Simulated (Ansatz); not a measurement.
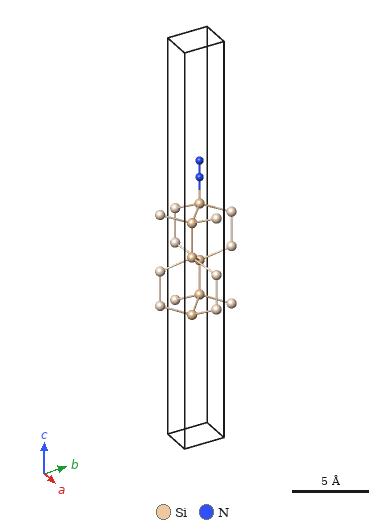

We look at a ball-and-stick model of the crystal slightly off an axis. Lines trace the edges of the simulation cell. Periodic images bonded to atoms of the box are shown as well, in fainter colours.

Describe the arrangement of the atoms.

- Its composition is Si₃N.
- One cell contains 6 Si, 2 N, 8 atoms in all.
- N takes two kinds of site: 1b with one Si and one N in a nearly linear arrangement (about 1.8 Å to Si, 1.1 Å to N); 1b with one N at about 1.1 Å.
- Taking the drawn bonds, one finds coordination numbers of Si 3 to 4 (mean 3.8).
- The bonds build Si3N layers parallel to (001).

The model was built from a structure listed in the Materials Project, from which a slab was cut and an adsorbate added. The atoms were relaxed in a fixed cell with DFT PBEsol, scalar-relativistic, plane waves, PAW (Ansatz), but for three held in place.
